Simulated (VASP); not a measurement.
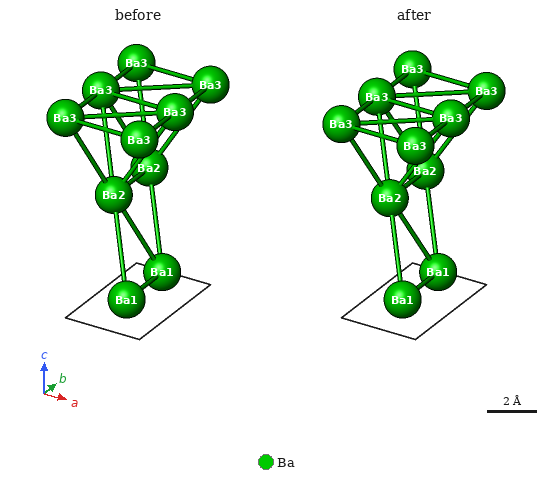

The structure of a slab of composition Ba before (left) and after (right) a relaxation, at one scale.

The picture is a ball-and-stick view of the 1 × 2 repeat of the cell, outlined in the plane, without the vacuum, seen slightly off an axis.

The run lets the atoms move in a fixed cell. 1 atoms are held fixed.

All numbers below come from VASP, Kohn-Sham DFT of a periodic cell, PBE, VASP PAW PBE potentials, recommended.

Input
```
PREC = Accurate
ENCUT = 520
EDIFF = 1E-6
ISMEAR = 0
SIGMA = 0.05
LREAL = False
LASPH = True
NELM = 60
ALGO = Normal
ISIF = 2
LWAVE = False
LCHARG = False
LDIPOL = True
IDIPOL = 3
DIPOL = 0.5 0.5 0.500
GGA = PE
IBRION = 2
NSW = 40
EDIFFG = -0.005
```

Command:
```bash
cat potpaw_PBE.64/Ba_sv/POTCAR > POTCAR
mpirun -np 1 vasp_std > vasp.out
```

> Summarise the run.

The largest move is that of Ba3, 0.27 Å along the normal (−c). The lattice vectors keep their values. Some distances before and after: Ba1–Ba2 4.572 → 4.462 Å. The energy falls by 12.4 meV per cell of the calculation in 12 geometry steps. Largest force component: 0.091 eV/Å at the start, 0.0019 eV/Å at the end. It ran on 1 thread of Intel(R) Xeon(R) Platinum 8488C (Sapphire Rapids), with other jobs on the host.
